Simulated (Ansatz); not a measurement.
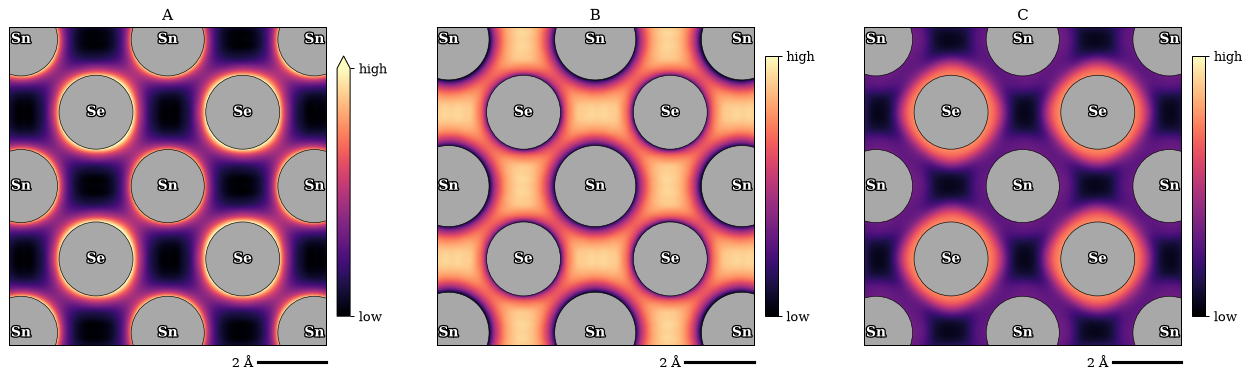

SnSe: 3 fields on the (001) plane of the conventional cell, with unlabelled colour scales. Grey discs cover the atomic cores.

Space group P1; a structure from a database of computed crystals, not necessarily the ambient phase; changed on purpose from its base cell (all atoms moved at random (sigma 0.06 A a component)); not relaxed (largest force 0.5 eV/Å).

Computed with Ansatz, DFT r2SCAN, scalar-relativistic, plane waves, PAW.

> Match the panels to the quantities (electron localisation function, electrostatic potential energy of an electron and valence pseudo-density).

Panel A: valence pseudo-density. Panel B: electrostatic potential energy of an electron (low next to the atoms, rising into the space between them). Panel C: electron localisation function. From the grid: Sn–Se (2.99 Å): the density is about 0.24 e/Å³ at the midpoint; the ELF is about 0.45 at the midpoint and 0.30 at its lowest between the atoms. Sn–Se (2.99 Å): ρ at the midpoint is about 0.24 e/Å³; the ELF is about 0.45 at the midpoint and 0.30 at its lowest between the atoms.
